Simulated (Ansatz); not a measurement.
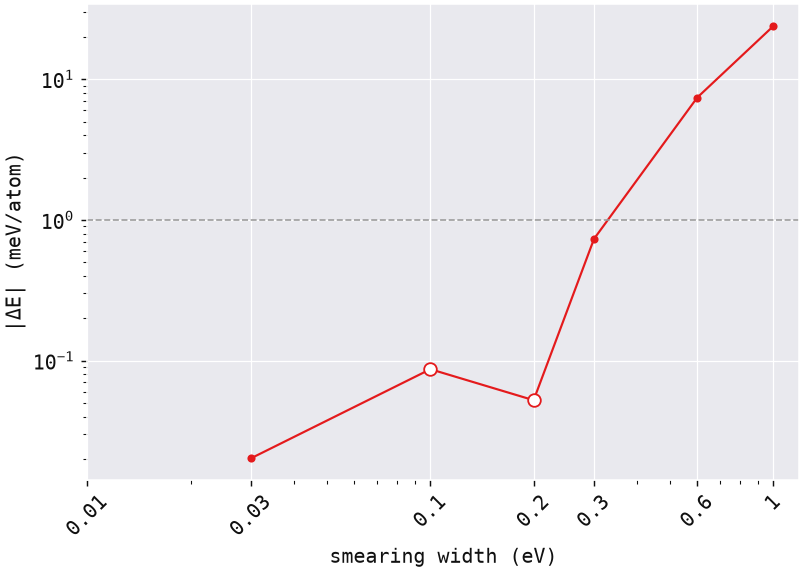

One cell, run at 7 values of the smearing width.
Sb (R-3m, 2 atoms in the cell); Ansatz 0.2.0, DFT, LDA (PW92), plane waves (420 eV) with PAW, scalar-relativistic; 9×9×9 k-mesh, Methfessel–Paxton smearing.
ΔE is the free energy less its value at the smallest setting, 0.01 eV.
Dashed lines or grey bands mark the tolerance: 1 meV/atom.
On logarithmic panels, open markers lie below the reference value and filled ones above.

Question: What is enough for the free energy to 1 meV/atom?

Answer: The free energy is within 1 meV/atom of the smallest setting's value from 0.3 eV down. It is off by 24 meV/atom at 1 eV and 7.4 meV/atom at 0.6 eV (on both sides of it).
